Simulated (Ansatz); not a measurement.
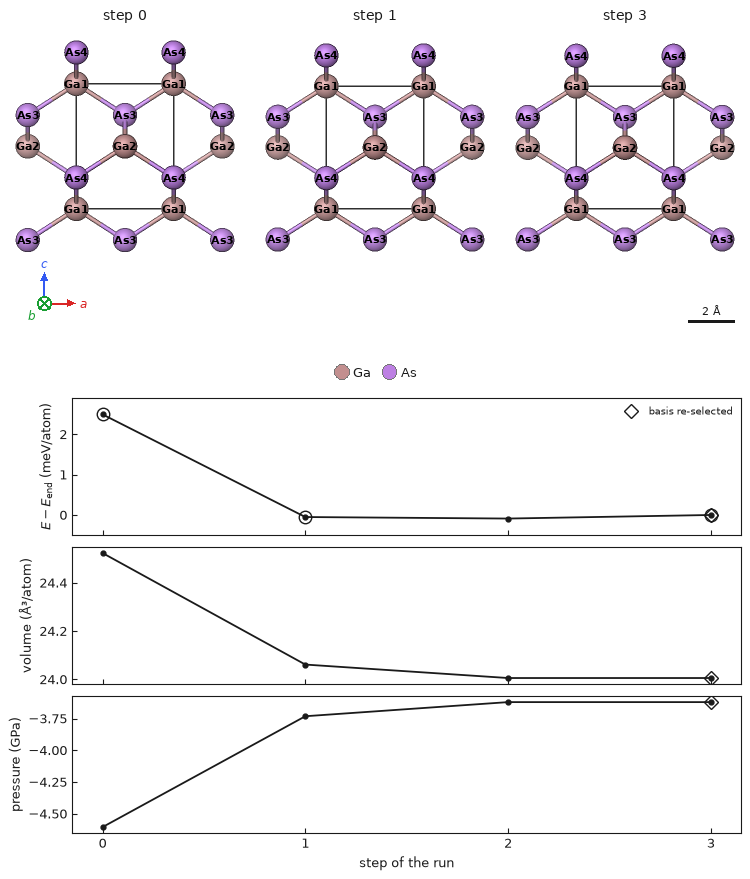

Frames of a relaxation of solid GaAs (set up in I-4m2), marked on the history of the run. A ball-and-stick model of the cell of the calculation, seen along the b axis.

Case: biaxial strain in the a-b plane of +6.0 %; c and atoms relaxed.

The calculation used DFT PBEsol, scalar-relativistic, plane waves, PAW in Ansatz.

Input file:
```yaml
crystal:
  lattice:
    - [2.9987149951, 2.9987149951, 0.0]
    - [-2.9987149951, 2.9987149951, 0.0]
    - [0.0, 0.0, 5.4542665193]
  atoms:
    - { symbol: Ga, position: [0.0, 0.0, 0.0] }
    - { symbol: Ga, position: [0.5, 0.5, 0.5] }
    - { symbol: As, position: [0.5, 0.0, 0.75] }
    - { symbol: As, position: [0.0, 0.5, 0.25] }
basis:
  ecutwfc: 420
kpoints:
  mp_grid: { grid: [10, 10, 6] }
hamiltonian:
  xc: pbesol
scf:
  occupations: { method: gaussian, width: 0.01 }
output:
  forces: true
  stress: true
  eigenvalues: true
relax:
  adjacent_minimum: "off"
  f_tol: 0.008
  max_steps: 40
  cell: { stress_tol: 0.015, fix: [a, b, gamma] }
```

Launched with:
```bash
ansatz run input.yaml --threads 1 --pin off --max-ram 2560MiB --backend cpu --events-out ev --progress --plain --runs-dir out
```

> Describe the path.

Over 2 accepted moves (3 points after the start) the energy falls by 2.5 meV per atom. All forces vanish by symmetry, so only the cell relaxes. Pressure: −4.61 GPa at the start and −3.62 GPa at the end. The SCF was repeated once at an unchanged geometry on a basis and grid sized afresh for the cell, which shifted the energy by 0.1 meV per atom at most. The atoms keep their places relative to the cell (all moves are under 0.005 Å). The drawn cell changes as follows: a = b unchanged at 4.241 Å, c 5.454 → 5.339 Å (−2.1 %); the volume changes by −2.1 %. Among the contacts that change: Ga1–As3 2.521 → 2.506 Å. The space group stays I-4m2 (No. 119). From step 0 to 1: volume −1.9 %, energy −2.5 meV per atom. From step 1 to 3: volume −0.2 %, energy +0.1 meV per atom.

```csv
step,"E − E(0), meV/atom","pressure, GPa","volume, Å³/atom",note
0,0.00,-4.61,24.523,
1,-2.54,-3.73,24.061,
2,-2.58,-3.62,24.006,
3,-2.49,-3.62,24.006,"same geometry, new basis"
```
